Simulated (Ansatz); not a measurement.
## Geometry relaxation, with input and output: Ga$_{2}$O$_{3}$ (part 2 of 2)

Ga$_{2}$O$_{3}$ (R-3c, 10 atoms in the cell); DFT r2SCAN, scalar-relativistic, plane waves, PAW, no spin polarisation (Ansatz 0.2.0); cutoff 500 eV, 6×6×6 k-mesh, Gaussian smearing of 0.02 eV. The structure derives from an entry of the Crystallography Open Database.

Geometry of the input (Å; fractional positions):
```
2.4912  1.4383  4.4777
-2.4912  1.4383  4.4777
0.0000  -2.8766  4.4777
Ga 0.3554  0.3554  0.3554
Ga 0.1446  0.1446  0.1446
Ga 0.6446  0.6446  0.6446
Ga 0.8554  0.8554  0.8554
O  0.5549  0.9451  0.2500
O  0.2500  0.5549  0.9451
O  0.9451  0.2500  0.5549
O  0.4451  0.0549  0.7500
O  0.7500  0.4451  0.0549
O  0.0549  0.7500  0.4451
```

```
basis re-selected at this cell: Δ(F+E_penalty+E_count) = -1.224e-4 eV, ΔP = -0.001 GPa vs the last step (what re-selecting the basis moved, of the pressure what is left beyond the Pulay correction that the steps carried, after the strain that the cell walked since its last selection, with what the two solves' SCF thresholds leave and, on support functions, any second-order correction that the steps lacked; it is no measure of the basis error at this ecutwfc). This SCF's stress stands 1.29e-2 GPa from its target on what of the cell is left free (relax.cell.stress_tol is 5.00e-2 GPa) and its largest allowed force component is 6.36e-4 eV/Å (relax.f_tol is 5.00e-3 eV/Å): within both
SCF converged after 4 iterations
Free energy (F): -18577.664483 eV
Harris-Foulkes:  -18577.664483 eV  (|F-HF|=2.15e-10)
Internal energy: -18577.664483 eV  (E = F + TS)
E sigma→0 (E₀):  -18577.664483 eV
Fermi energy:    10.577410 eV
--- Per-component energies (eV) ---
  E_band       = -47.899267
  E_kinetic    = 1528.372041
  E_local      = -8528.139045  (includes V_loc(G=0)·N_el)
  E_nonlocal   = 2032.926809
  E_hartree    = 3866.520627
  E_xc         = -684.720099
  E_vxc        = -863.673202  (∫ρ·V_xc dr)
  E_paw        = -9022.265439  (= ΣΔE_a)
  E_vpaw       = -2001.573004  (= ΣTr[D̂ρ^β])
  E_aug_tail   = 0.005837  (compensation charges beyond the density's cutoff)
  E_vtau       = 51.140278  (kinetic-family band-sum trace: ∫τ·v_τ [+ j·A + Jᵃ·Aᵃ] dr)
  E_ewald      = -7767.561290
  E_core_change = -2.803925  (= ΣΔE_core)
  E_smearing   = -0.000000  (= −TS)
  E_closure    = 0.000000  (closes the sum)
  Σ components = -18577.664483   (vs F -18577.664483, Δ=0.00e0)
--- Forces (eV/Å), atoms counted from 1 ---
  atom   1  Ga    -0.00000000     0.00000000    -0.00063584
  atom   2  Ga    -0.00000000    -0.00000000     0.00063584
  atom   3  Ga     0.00000000     0.00000000     0.00063584
  atom   4  Ga     0.00000000     0.00000000    -0.00063584
  atom   5  O     -0.00023068     0.00000000    -0.00000000
  atom   6  O      0.00011534    -0.00019977    -0.00000000
  atom   7  O      0.00011534     0.00019977     0.00000000
  atom   8  O      0.00023068    -0.00000000     0.00000000
  atom   9  O     -0.00011534     0.00019977     0.00000000
  atom  10  O     -0.00011534    -0.00019977    -0.00000000
  max |Σ_I F_I| component: 2.33e-18 eV/Å
--- Stress (GPa, compression-positive) ---
       -0.008648      -0.000000      -0.000000
       -0.000000      -0.008648       0.000000
       -0.000000       0.000000      -0.012888
  P = ⅓ Tr σ = -0.0101 GPa (-0.101 kbar)
--- Band table (eV; the first three rows and the last of 32) ---
  k-point 0: bands = ["-11.1162", "-9.1496", "-9.1496", "-9.1435", "-9.1131", "-9.1131", "-4.2264", "-4.2264", "-4.1411", "-4.1411", "-4.0362", "-4.0095", "-3.9613", "-3.9613", "-3.9291", "-3.9291", "-3.8740", "-3.8740", "-3.8168", "-3.7982", "-3.7952", "-3.7952", "-3.5906", "-3.5906", "-3.0125", "-3.0125", "1.6012", "2.3089", "3.4939", "3.4939", "4.5181", "4.9106", "5.1571", "5.1571", "5.4582", "7.7972", "7.7972", "8.2443", "8.2443", "8.4858", "8.4895", "8.4895", "8.5465", "8.5465", "12.3528", "16.3334", "16.4803", "18.6020", "19.9241", "19.9241", "20.0925", "20.6246", "20.9296", "20.9296"]
  k-point 1: bands = ["-10.9927", "-9.2929", "-9.1641", "-9.1625", "-9.1178", "-9.1046", "-4.2098", "-4.2073", "-4.1313", "-4.1259", "-4.0386", "-4.0140", "-3.9563", "-3.9554", "-3.9401", "-3.9375", "-3.8853", "-3.8796", "-3.8134", "-3.8013", "-3.7936", "-3.7631", "-3.6184", "-3.5869", "-3.1232", "-3.0490", "1.7627", "2.2518", "3.1310", "4.0132", "4.1774", "4.9705", "5.4842", "5.7993", "6.0700", "7.0669", "7.6786", "7.7823", "8.0349", "8.2268", "8.2726", "8.3738", "8.6150", "8.7233", "13.1685", "16.2303", "16.8405", "18.2256", "19.0091", "19.6101", "20.6543", "20.6976", "21.4242", "21.5494"]
  k-point 2: bands = ["-10.6476", "-9.6599", "-9.1987", "-9.1943", "-9.1221", "-9.1142", "-4.1727", "-4.1580", "-4.1068", "-4.0976", "-4.0453", "-4.0231", "-3.9805", "-3.9747", "-3.9383", "-3.9361", "-3.8986", "-3.8850", "-3.8375", "-3.8041", "-3.7913", "-3.7040", "-3.6158", "-3.5647", "-3.3262", "-3.1760", "2.0649", "2.5660", "2.6207", "4.0762", "4.7588", "5.4728", "5.5915", "6.2632", "6.6356", "6.7806", "7.1272", "7.1453", "7.8128", "7.8460", "8.0655", "8.1544", "8.6010", "8.7397", "14.6811", "16.1058", "16.7884", "17.4124", "18.9365", "19.2091", "20.5477", "21.1499", "21.3686", "21.8400"]
  k-point 31: bands = ["-10.2461", "-10.2461", "-9.1339", "-9.1339", "-9.1339", "-9.1339", "-4.1405", "-4.1405", "-4.1405", "-4.1405", "-4.0984", "-4.0984", "-3.9751", "-3.9751", "-3.9751", "-3.9751", "-3.8119", "-3.8119", "-3.8119", "-3.8119", "-3.7413", "-3.7413", "-3.3948", "-3.3948", "-3.3948", "-3.3948", "2.6130", "2.6130", "4.4145", "4.4145", "4.8548", "4.8548", "4.8548", "4.8548", "6.2917", "6.2917", "7.3032", "7.3032", "7.3032", "7.3032", "8.5021", "8.5021", "8.5021", "8.5021", "15.4476", "15.4476", "17.5549", "17.5549", "19.1462", "19.1462", "21.3627", "21.3627", "21.3627", "21.3627"]
--- Relaxed structure (5 steps of the walk, 5 accepted, 1 SCFs on fresh bases) ---
  F+E_penalty+E_count = -18577.66448336 eV   max|allowed force component| = 6.358e-4 eV/Å   (the final SCF, on the basis selected at the relaxed cell)
  cell:  # Å, volume = 96.4128 Å³
    - [2.4923023534564246, 1.4389314346700044, 4.4806666157713995]
    - [-2.4923023534564246, 1.4389314346700044, 4.4806666157713995]
    - [-1.1650767940066421e-34, -2.877862869340009, 4.4806666157713995]
  atoms:
    - { symbol: Ga, position: [0.35540234827198564, 0.35540234827198564, 0.35540234827198564] }
    - { symbol: Ga, position: [0.1445976517280143, 0.1445976517280143, 0.1445976517280143] }
    - { symbol: Ga, position: [0.6445976517280142, 0.6445976517280142, 0.6445976517280142] }
    - { symbol: Ga, position: [0.8554023482719859, 0.8554023482719859, 0.8554023482719859] }
    - { symbol: O, position: [0.5536262451914833, 0.9463737548085167, 0.2500000000000001] }
    - { symbol: O, position: [0.25, 0.5536262451914832, 0.9463737548085169] }
    - { symbol: O, position: [0.9463737548085167, 0.2500000000000001, 0.5536262451914833] }
    - { symbol: O, position: [0.44637375480851677, 0.053626245191483346, 0.75] }
    - { symbol: O, position: [0.75, 0.44637375480851677, 0.05362624519148329] }
    - { symbol: O, position: [0.053626245191483346, 0.75, 0.44637375480851677] }
```

Trajectory as extended XYZ (Å, eV, eV/Å), 6 frames, from step=1 to step=6:
```
10
Lattice="2.4912 1.4383 4.4777 -2.4912 1.4383 4.4777 0.0000 -2.8766 4.4777" Properties=species:S:1:pos:R:3:forces:R:3 step=1 energy=-18577.66208 pressure_GPa=0.35
Ga    0.0000    0.0000    4.7741    0.0000   0.0000  -0.0260
Ga    0.0000    0.0000    1.9424    0.0000   0.0000   0.0260
Ga    0.0000    0.0000    8.6589    0.0000   0.0000   0.0260
Ga    0.0000    0.0000   11.4906    0.0000   0.0000  -0.0260
O    -0.9721    1.4383    7.8359   -0.1181   0.0000   0.0000
O    -0.7596   -1.5610    7.8359    0.0591  -0.1023   0.0000
O     1.7317    0.1227    7.8359    0.0591   0.1023   0.0000
O     0.9721   -1.4383    5.5971    0.1181   0.0000   0.0000
O     0.7596    1.5610    5.5971   -0.0591   0.1023   0.0000
O    -1.7317   -0.1227    5.5971   -0.0591  -0.1023   0.0000
10
Lattice="2.4904 1.4378 4.4843 -2.4904 1.4378 4.4843 0.0000 -2.8756 4.4843" Properties=species:S:1:pos:R:3:forces:R:3 step=2 energy=-18577.66383 pressure_GPa=0.20
Ga    0.0000    0.0000    4.7839    0.0000   0.0000  -0.0494
Ga    0.0000    0.0000    1.9426    0.0000   0.0000   0.0494
Ga    0.0000    0.0000    8.6691    0.0000   0.0000   0.0494
Ga    0.0000    0.0000   11.5103    0.0000   0.0000  -0.0494
O    -0.9771    1.4378    7.8476   -0.0258   0.0000   0.0000
O    -0.7566   -1.5651    7.8476    0.0129  -0.0224   0.0000
O     1.7338    0.1273    7.8476    0.0129   0.0224   0.0000
O     0.9771   -1.4378    5.6054    0.0258   0.0000   0.0000
O     0.7566    1.5651    5.6054   -0.0129   0.0224   0.0000
O    -1.7338   -0.1273    5.6054   -0.0129  -0.0224   0.0000
10
Lattice="2.4924 1.4390 4.4801 -2.4924 1.4390 4.4801 0.0000 -2.8779 4.4801" Properties=species:S:1:pos:R:3:forces:R:3 step=3 energy=-18577.66422 pressure_GPa=0.01
Ga    0.0000    0.0000    4.7790    0.0000   0.0000  -0.0296
Ga    0.0000    0.0000    1.9412    0.0000   0.0000   0.0296
Ga    0.0000    0.0000    8.6613    0.0000   0.0000   0.0296
Ga    0.0000    0.0000   11.4991    0.0000   0.0000  -0.0296
O    -0.9786    1.4390    7.8402   -0.0120   0.0000   0.0000
O    -0.7569   -1.5670    7.8402    0.0060  -0.0104   0.0000
O     1.7355    0.1280    7.8402    0.0060   0.0104   0.0000
O     0.9786   -1.4390    5.6001    0.0120   0.0000   0.0000
O     0.7569    1.5670    5.6001   -0.0060   0.0104   0.0000
O    -1.7355   -0.1280    5.6001   -0.0060  -0.0104   0.0000
10
Lattice="2.4926 1.4391 4.4796 -2.4926 1.4391 4.4796 0.0000 -2.8782 4.4796" Properties=species:S:1:pos:R:3:forces:R:3 step=4 energy=-18577.66433 pressure_GPa=-0.01
Ga    0.0000    0.0000    4.7773    0.0000   0.0000  -0.0124
Ga    0.0000    0.0000    1.9421    0.0000   0.0000   0.0124
Ga    0.0000    0.0000    8.6615    0.0000   0.0000   0.0124
Ga    0.0000    0.0000   11.4967    0.0000   0.0000  -0.0124
O    -0.9789    1.4391    7.8393   -0.0037   0.0000   0.0000
O    -0.7568   -1.5673    7.8393    0.0019  -0.0032   0.0000
O     1.7358    0.1282    7.8393    0.0019   0.0032   0.0000
O     0.9789   -1.4391    5.5995    0.0037   0.0000   0.0000
O     0.7568    1.5673    5.5995   -0.0019   0.0032   0.0000
O    -1.7358   -0.1282    5.5995   -0.0019  -0.0032   0.0000
10
Lattice="2.4923 1.4389 4.4807 -2.4923 1.4389 4.4807 0.0000 -2.8779 4.4807" Properties=species:S:1:pos:R:3:forces:R:3 step=5 energy=-18577.66436 pressure_GPa=-0.01
Ga    0.0000    0.0000    4.7773    0.0000   0.0000  -0.0006
Ga    0.0000    0.0000    1.9437    0.0000   0.0000   0.0006
Ga    0.0000    0.0000    8.6647    0.0000   0.0000   0.0006
Ga    0.0000    0.0000   11.4983    0.0000   0.0000  -0.0006
O    -0.9788    1.4389    7.8412   -0.0002   0.0000   0.0000
O    -0.7567   -1.5672    7.8412    0.0001  -0.0002   0.0000
O     1.7356    0.1282    7.8412    0.0001   0.0002   0.0000
O     0.9788   -1.4389    5.6008    0.0002   0.0000   0.0000
O     0.7567    1.5672    5.6008   -0.0001   0.0002   0.0000
O    -1.7356   -0.1282    5.6008   -0.0001  -0.0002   0.0000
10
Lattice="2.4923 1.4389 4.4807 -2.4923 1.4389 4.4807 0.0000 -2.8779 4.4807" Properties=species:S:1:pos:R:3:forces:R:3 step=6 energy=-18577.66448 pressure_GPa=-0.01
Ga    0.0000    0.0000    4.7773    0.0000   0.0000  -0.0006
Ga    0.0000    0.0000    1.9437    0.0000   0.0000   0.0006
Ga    0.0000    0.0000    8.6647    0.0000   0.0000   0.0006
Ga    0.0000    0.0000   11.4983    0.0000   0.0000  -0.0006
O    -0.9788    1.4389    7.8412   -0.0002   0.0000   0.0000
O    -0.7567   -1.5672    7.8412    0.0001  -0.0002   0.0000
O     1.7356    0.1282    7.8412    0.0001   0.0002   0.0000
O     0.9788   -1.4389    5.6008    0.0002   0.0000   0.0000
O     0.7567    1.5672    5.6008   -0.0001   0.0002   0.0000
O    -1.7356   -0.1282    5.6008   -0.0001  -0.0002   0.0000
```

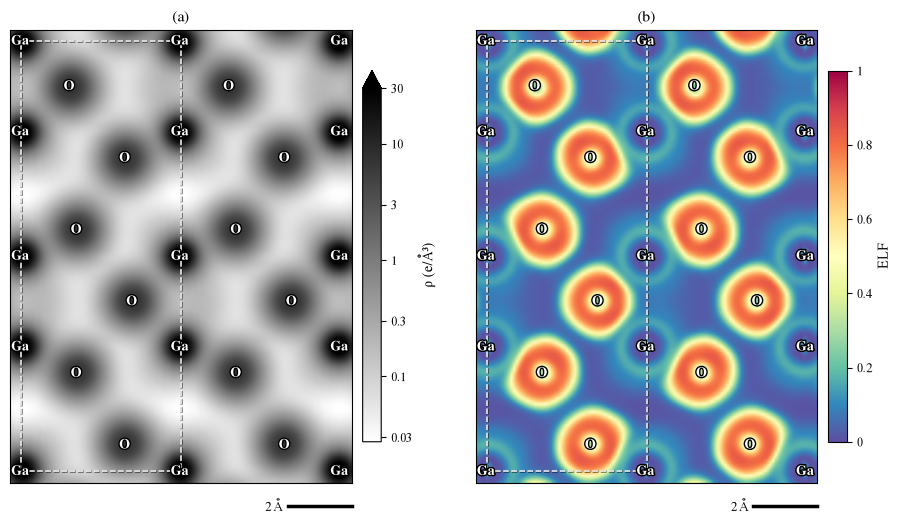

**Figure 1.** (a) valence charge density (pseudo); (b) electron localisation function on the (010) plane of the conventional cell. The section cuts through Ga and O sites. Ga–O (1.93 Å): ρ at the midpoint is about 0.69 e/Å³; the ELF is about 0.35 at the midpoint. Ga–O (2.07 Å): the density is about 0.5 e/Å³ at the midpoint; the ELF is about 0.30 at the midpoint. Away from the nuclei the density in this plane falls to 0.03 e/Å³ at its lowest. Core electrons are frozen (PAW), so the fields are smoothed inside the atomic spheres.

Summary:

- outcome: converged
- space group (tolerance 0.01 Å): R-3c (167)
- electrons treated: 88
- free energy: −18577.6645 eV
- Fermi energy: 10.577 eV
- gap on the k-point mesh: 3.55 eV
- pressure: −0.01 GPa
- final volume: 96.41 Å³
- largest force (length of the vector) at the end: 0.001 eV/Å
- final cell: a = 5.325 Å, b = 5.325 Å, c = 5.325 Å, α = 55.81°, β = 55.81°, γ = 55.81°
- wall time: 82 s (CPU time 2.6 min)
- peak memory: 0.79 GiB
